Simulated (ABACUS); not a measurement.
Band-structure run, with input and output: Fe (part 2 of 2)

The same run, continued: Fe (P6₃/mmc, 2 atoms in the cell); Kohn-Sham DFT of a periodic cell, r2SCAN, SG15 ONCV 1.2 PBE, spin-polarised (ABACUS 3.10.1); cutoff 1360.57 eV, fermi-dirac of 0.05 eV, collinear spins. The structure derives from a Materials Project entry. It belongs to a series of runs on one base structure; here: bands on the converged density.

Geometry of the input (Å; fractional positions):
```
2.4342  0.0000  0.0000
-1.2171  2.1080  0.0000
0.0000  0.0000  3.8419
Fe 0.6667  0.3333  0.7500
Fe 0.3333  0.6667  0.2500
```

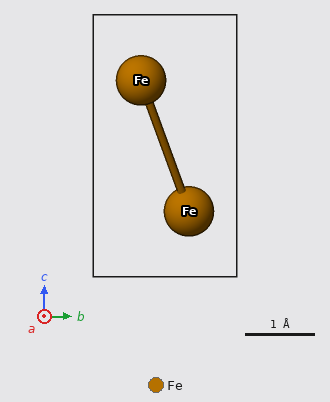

Fig. 1: The input geometry (ball-and-stick view of the cell of the calculation, along the a axis).

## The program's output, continued
```
----------------------------------------------------------
     Energy           Rydberg                 eV
----------------------------------------------------------
 E_KohnSham     -473.3302617880      -6439.9885961486
 E_KS(sigma->0) -473.3294369823      -6439.9773740914
 E_Harris       -473.3302617880      -6439.9885961486
 E_band         -25.1296831201       -341.9068793682
 E_one_elec     -160.0833410682      -2178.0455934053
 E_Hartree      102.3498076520       1392.5405732713
 E_xc           -50.6985912156       -689.7897211053
 E_Ewald        -364.8964875448      -4964.6714107948
 E_entropy(-TS) -0.0016496114        -0.0224441144
 E_descf        0.0000000000         0.0000000000
 E_exx          0.0000000000         0.0000000000
 E_Fermi        1.6996703742         23.1252018110
----------------------------------------------------------

 charge density convergence is achieved
 final etot is -6439.9885961 eV
 EFERMI = 23.125201811 eV

 STATE ENERGY(eV) AND OCCUPATIONS    NSPIN == 2
SPIN UP :
 1/93 kpoint (Cartesian) = 0.0000 0.0000 0.0000 (565 pws)
       1       -68.9334      0.0107527
       2       -68.7727      0.0107527
       3       -34.6187      0.0107527
       4       -34.2351      0.0107527
       5       -34.2351      0.0107527
       6       -34.1282      0.0107527
       7       -34.1282      0.0107527
       8       -33.8998      0.0107527
       9        13.0445      0.0107527
      10        16.3534      0.0107527
      11        19.1889      0.0107527
      12        19.1889      0.0107527
      13        19.5679      0.0107527
      14        19.6536      0.0107527
      15        19.6536      0.0107527
      16        20.0573      0.0107527
      17        20.0573      0.0107527
      18        21.6727      0.0107527
      19        21.6727      0.0107527
      20        23.1603     0.00356394
      21        31.3940    1.61953e-74
      22        45.8925        0.00000
      23        50.0349        0.00000
      24        50.2290        0.00000
      25        50.2290        0.00000
      26        50.8406        0.00000
      27        51.9241        0.00000
      28        51.9241        0.00000
      29        56.5203        0.00000

 2/93 kpoint (Cartesian) = 0.020541 0.011859 0.0000 (567 pws)
       1       -68.9306      0.0107527
       2       -68.7715      0.0107527
       3       -34.6133      0.0107527
       4       -34.2461      0.0107527
       5       -34.2389      0.0107527
       6       -34.1396      0.0107527
       7       -34.1297      0.0107527
       8       -33.9023      0.0107527
       9        13.1428      0.0107527
      10        16.4145      0.0107527
      11        19.0851      0.0107527
      12        19.2428      0.0107527
      13        19.6243      0.0107527
      14        19.6599      0.0107527
      15        19.7006      0.0107527
      16        20.0031      0.0107527
      17        20.0208      0.0107527
      18        21.2614      0.0107527
      19        21.6907      0.0107527
      20        23.6858    1.45257e-07
      21        31.4052    1.29554e-74
      22        45.3862        0.00000
      23        48.2150        0.00000
      24        48.8834        0.00000
      25        50.8420        0.00000
      26        50.8477        0.00000
      27        53.4279        0.00000
      28        53.9302        0.00000
      29        55.2819        0.00000

 3/93 kpoint (Cartesian) = 0.041082 0.023719 0.0000 (567 pws)
       1       -68.9222      0.0107527
       2       -68.7684      0.0107527
       3       -34.5971      0.0107527
       4       -34.2779      0.0107527
       5       -34.2497      0.0107527
       6       -34.1726      0.0107527
       7       -34.1343      0.0107527
       8       -33.9097      0.0107527
       9        13.4330      0.0107527
      10        16.5854      0.0107527
      11        18.8758      0.0107527
      12        19.4012      0.0107527
      13        19.5539      0.0107527
      14        19.7918      0.0107527
      15        19.8374      0.0107527
      16        19.8388      0.0107527
      17        19.9196      0.0107527
      18        20.6662      0.0107527
      19        21.7379      0.0107527
      20        24.6741    3.78395e-16
      21        31.4431    6.07325e-75
      22        43.7558        0.00000
      23        46.9385        0.00000
      24        47.1010        0.00000
      25        50.7247        0.00000
      26        51.5349        0.00000
      27        52.7889        0.00000
      28        55.6295        0.00000
      29        56.3087        0.00000

 4/93 kpoint (Cartesian) = 0.061623 0.035578 0.0000 (569 pws)
       1       -68.9089      0.0107527
       2       -68.7636      0.0107527
       3       -34.5710      0.0107527
       4       -34.3277      0.0107527
       5       -34.2663      0.0107527
       6       -34.2235      0.0107527
       7       -34.1416      0.0107527
       8       -33.9221      0.0107527
       9        13.8990      0.0107527
      10        16.8249      0.0107527
      11        18.6448      0.0107527
      12        19.3354      0.0107527
      13        19.4615      0.0107527
      14        19.6542      0.0107527
      15        19.7739      0.0107527
      16        20.0588      0.0107527
      17        20.0639      0.0107527
      18        20.2992      0.0107527
      19        21.8002      0.0107527
      20        25.8065    5.52499e-26
      21        31.5218    1.25706e-75
      22        41.5687        0.00000
      23        45.4276        0.00000
      24        46.2562        0.00000
      25        49.3978        0.00000
      26        51.1786        0.00000
      27        52.2050        0.00000
      28        56.1261        0.00000
      29        56.9838        0.00000

 5/93 kpoint (Cartesian) = 0.082164 0.047437 0.0000 (579 pws)
       1       -68.8918      0.0107527
       2       -68.7579      0.0107527
       3       -34.5365      0.0107527
       4       -34.3910      0.0107527
       5       -34.2867      0.0107527
       6       -34.2866      0.0107527
       7       -34.1514      0.0107527
       8       -33.9395      0.0107527
       9        14.5093      0.0107527
      10        17.0468      0.0107527
      11        18.4606      0.0107527
      12        18.7633      0.0107527
      13        19.3929      0.0107527
      14        19.6054      0.0107527
      15        19.9845      0.0107527
      16        20.0976      0.0107527
      17        20.3449      0.0107527
      18        20.3489      0.0107527
      19        21.8642      0.0107527
      20        27.0238    1.47366e-36
      21        31.6642    7.28759e-77
      22        39.3607        0.00000
      23        43.8940        0.00000
      24        45.6699        0.00000
      25        47.0457        0.00000
      26        50.5174        0.00000
      27        52.0409        0.00000
      28        55.9618        0.00000
      29        56.0165        0.00000

 6/93 kpoint (Cartesian) = 0.10270 0.059297 0.0000 (584 pws)
       1       -68.8721      0.0107527
       2       -68.7521      0.0107527
       3       -34.4953      0.0107527
       4       -34.4617      0.0107527
       5       -34.3558      0.0107527
       6       -34.3086      0.0107527
       7       -34.1626      0.0107527
       8       -33.9615      0.0107527
       9        15.2006      0.0107527
      10        17.1303      0.0107527
      11        18.2203      0.0107527
      12        18.4131      0.0107527
      13        19.4074      0.0107527
      14        19.4332      0.0107527
      15        19.9457      0.0107527
      16        20.3667      0.0107527
      17        20.6756      0.0107527
      18        20.7176      0.0107527
      19        21.9217      0.0107527
      20        28.3047    1.10359e-47
      21        31.7555    1.17471e-77
      22        37.2501        0.00000
      23        42.5114        0.00000
      24        44.8511        0.00000
      25        44.9538        0.00000
      26        49.7226        0.00000
      27        50.8326        0.00000
      28        54.9973        0.00000
      29        55.8435        0.00000

[... levels at 180 further k points ...]

 --------------------------------------------
 !FINAL_ETOT_IS -6439.988596148612 eV
 --------------------------------------------

 Output bands in file: OUT.Fe/BANDS_1.dat

 Output bands in file: OUT.Fe/BANDS_2.dat
```

## Standard output
```
ABACUS v3.10.1

               Atomic-orbital Based Ab-initio Computation at UStc

 dft_functional readin is: MGGA_X_R2SCAN+MGGA_C_R2SCAN
 dft_functional in pseudopot file is: PBE
 Please make sure this is what you need

%%%%%%%%%%%%%%%%%%%%%%%%%%%%%%%%%%%%%%%%%%%%%%%%%%%%%%%%%%%%%%%%%%%%%%%%%%%%%%%%%%%%%%%%%%%%%%%%%%%%%%%%%
 Warning: the number of valence electrons in pseudopotential > 8 for Fe: [Ar] 3d6 4s2
 Pseudopotentials with additional electrons can yield (more) accurate outcomes, but may be less efficient.
 If you're confident that your chosen pseudopotential is appropriate, you can safely ignore this warning.
%%%%%%%%%%%%%%%%%%%%%%%%%%%%%%%%%%%%%%%%%%%%%%%%%%%%%%%%%%%%%%%%%%%%%%%%%%%%%%%%%%%%%%%%%%%%%%%%%%%%%%%%%

 UNIFORM GRID DIM        : 30 * 30 * 48
 UNIFORM GRID DIM(BIG)   : 6 * 6 * 12
func,idMGGA_X_R2SCAN 497
func,idMGGA_C_R2SCAN 498
 ---------------------------------------------------------
 ---------------------------------------------------------
 SPIN    KPOINTS         PROCESSORS  THREADS     NBASE
 2       186             4           4           52
 ---------------------------------------------------------
 Use Systematically Improvable Atomic bases
 ---------------------------------------------------------
 ELEMENT ORBITALS        NBASE       NATOM       XC
 Fe      3s2p2d1f-7au    26          2
 ---------------------------------------------------------
 Initial plane wave basis and FFT box
 ---------------------------------------------------------
 -------------------------------------------
 NONSELF-CONSISTENT :
 -------------------------------------------
 START CHARGE      : file
 ITER      TMAG       AMAG        ETOT/eV          EDIFF/eV         DRHO         DKIN     TIME/s
 GE1      5.25e+00   5.60e+00  -6.43998860e+03   0.00000000e+00   0.0000e+00   0.0000e+00   4.41
```

## Summary

- outcome: converged
- space group (tolerance 0.01 Å): P6₃/mmc (194)
- electrons treated: 32
- Fermi energy of the self-consistent step: 23.122 eV
- net moment of the cell: 5.25 μB
- integrated absolute moment: 5.60 μB
- wall time: 5 s (CPU time 20 s)
- peak memory: 0.44 GiB

## Notes

Points of doubt noted for this run: home made orbitals.
